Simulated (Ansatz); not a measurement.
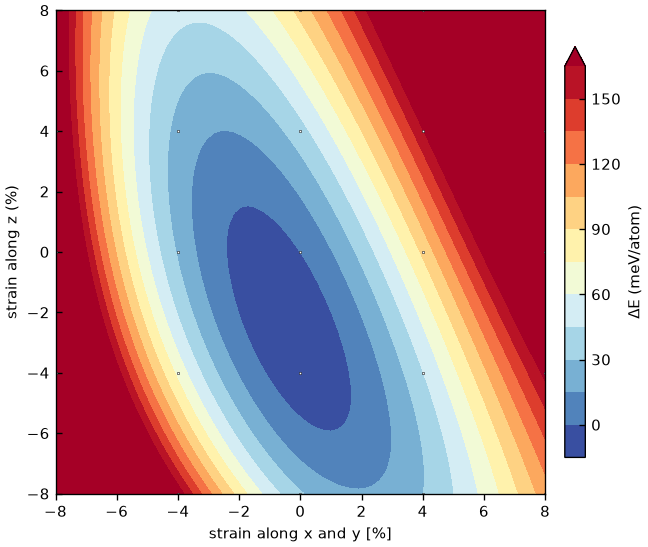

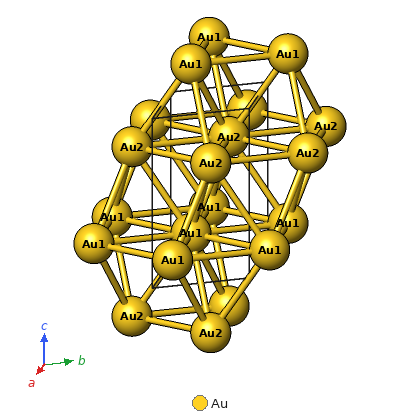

Energy landscape of Au (Cmcm, No. 63; 2 atoms in the cell). The cell is strained homogeneously, by one strain along x and y and another along z, with fractional coordinates fixed (x along [1 0 0], z along [0 0 1] of the conventional cell). First axis: strain along x and y. Second axis: strain along z. Grid: 5 × 5 points. Energies: meV/atom, counted from the unstrained cell. The reference cell is the one listed in the database, not relaxed at this level. Theory: DFT PBEsol, scalar-relativistic, plane waves, PAW (Ansatz). Settings: cutoff 420 eV, k-mesh 20×20×10 in the order of the run's cell vectors, gaussian smearing 0.15 eV, no spin polarisation.

The picture shows filled contours, dots at the grid points, one colour for all values above the top of the scale. Between grid points the surface is interpolated. The second picture is the reference structure.

**What does the map say about the system?**

The lowest grid point is at strain along x and y = 0 %, strain along z = −4 %, −8 meV/atom from the unstrained cell. It is the only kind of minimum in the scanned range. The highest grid point, strain along x and y = −8 %, strain along z = −8 %, lies 562 meV/atom above the lowest.

Grid values (meV/atom):

| strain along z ↓, strain along x and y → | −8 | −4 | 0 | 4 | 8 |
| --- | --- | --- | --- | --- | --- |
| 8 | 199 | 51 | 95 | 246 | 449 |
| 4 | 212 | 26 | 39 | 163 | 348 |
| 0 | 262 | 28 | 0 | 93 | 252 |
| −4 | 368 | 71 | −8 | 44 | 170 |
| −8 | 554 | 176 | 32 | 30 | 113 |
